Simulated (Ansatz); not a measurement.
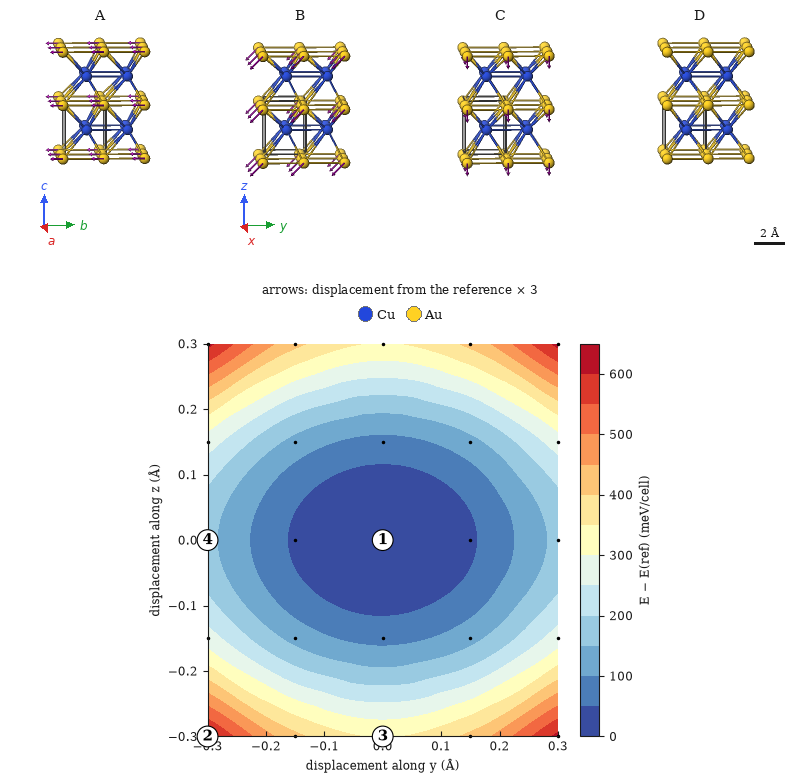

A scan of crystalline CuAu (P4/mmm): the Au atom (one in each cell of 2 atoms) is moved over the plane of the Cartesian directions y and z, all else fixed. The map is interpolated between the computed points (dots). The frames are shuffled; each belongs to one numbered point. The picture is a ball-and-stick view of the cell of the calculation, repeated 2 × 2 × 2 with one cell outlined, seen nearly along the normal of the scanned plane. Purple arrows: displacements from the reference.

The calculation used DFT PBE, scalar-relativistic, plane waves, PAW in Ansatz. (plane-wave cutoff 420 eV; k-point mesh 18 × 18 × 14; occupations gaussian; smearing width 0.15 eV; no spin polarisation). Energies (free energies at the smearing named) are counted from the cell as listed in its source, which wasn't relaxed.

**Which frame belongs to which numbered point?**

Point 1 is frame D, at (0.00, 0.00) and 0 meV/cell; 2 is frame B, at (−0.30, −0.30) and 614 meV/cell; 3 is frame C, at (0.00, −0.30) and 346 meV/cell; 4 is frame A, at (−0.30, 0.00) and 165 meV/cell. In pairs of (displacement along y (Å); displacement along z (Å)): the lowest computed point lies at (0.00, 0.00) (0 meV/cell), the highest at (−0.30, −0.30), (0.30, 0.30), (0.30, −0.30), (−0.30, 0.30) (614 meV/cell).  Over the ranges scanned the energy rises more along the second axis, the displacement along z.
